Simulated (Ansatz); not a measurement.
Consider MgGe₂.

The calculation's input:

```
crystal:
  lattice:
    - [5.521485, -1.849846, 0.0]
    - [5.521485, 1.849846, 0.0]
    - [-3.217625, 0.0, 6.007774]
  atoms:
    - { symbol: Ge, position: [0.529234, 0.529234, 0.293621] }
    - { symbol: Ge, position: [0.470766, 0.470766, 0.706379] }
    - { symbol: Ge, position: [0.88039, 0.88039, 0.98544] }
    - { symbol: Ge, position: [0.11961, 0.11961, 0.01456] }
    - { symbol: Mg, position: [0.815286, 0.815286, 0.349253] }
    - { symbol: Mg, position: [0.184714, 0.184714, 0.650747] }
hamiltonian:
  xc: lda
  pseudopotentials: { kind: paw }
kpoints:
  mp_grid: { grid: [8, 8, 5] }
  band_path:
    path:
      - [[0.0, 0.0, -0.5], [0.0, 0.0, 0.0], [0.5, 0.0, 0.0]]
      - [[0.5, 0.0, -0.5], [0.0, 0.0, 0.0], [-0.5, -0.5, 0.5]]
      - [[-0.5, -0.5, 0.0], [0.0, 0.0, 0.0], [0.0, -0.5, 0.5]]
      - [[0.0, -0.5, 0.0], [0.0, 0.0, 0.0]]
    npoints: 14
scf:
  occupations: { method: fermi_dirac, width: 0.05 }
  n_extra_bands: 15
output:
  forces: true
  stress: true
  eigenvalues: true
  fatbands: true
  write_density: true
  write_potential: true
  elf: true
  volumetric_format: npy
```

Run with:

```sh
ansatz run input.yaml --threads 2 --pin off --max-ram 5632MiB --backend cpu --events-out ev --progress --plain --runs-dir out
```

Below, planes, directions and counts refer to the conventional cell (a = 11.04 Å, b = 3.70 Å, c = 6.82 Å, α = 90.00°, β = 118.17°, γ = 90.00°).

Space group C2/m; a structure from a database of computed crystals, not necessarily the ambient phase; computed pressure about −4 GPa in this cell.

Theory: Kohn-Sham DFT of a periodic cell, LDA, Ansatz PAW (Ansatz 0.2.0).

> What will maps of the valence pseudo-density and electron localisation function show?

Mg–Ge (2.89 Å): ρ is about 0.17 e/Å³ halfway, with its minimum of 0.13 e/Å³ about 1.1 Å from Mg; the ELF peaks at about 0.65 in the valence shell of Ge, 1.3 Å from its nucleus, and is about 0.60 at the midpoint.
Ge–Ge (2.70 Å): ρ is about 0.31 e/Å³ halfway; the ELF reaches about 0.55 near the midpoint.
Mg–Ge (2.94 Å): ρ is about 0.16 e/Å³ halfway, with its minimum of 0.12 e/Å³ about 1.1 Å from Mg; the ELF peaks at about 0.65 in the valence shell of Ge, 1.3 Å from its nucleus, and is about 0.60 at the midpoint.

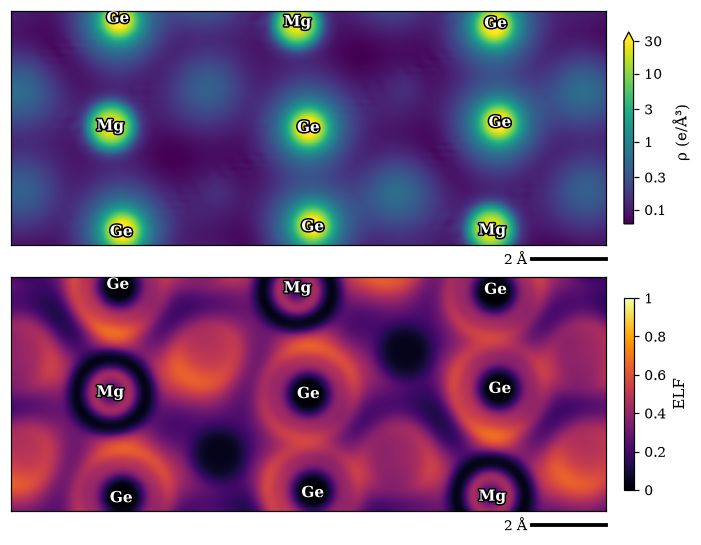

Computed valence pseudo-density and electron localisation function on the (111) plane of the conventional cell, in this order. Atoms just off the plane (Ge, 0.9 Å away) can leave unmarked features too.

The density is the valence pseudo-density of a PAW calculation; it isn't the true density close to the nuclei.
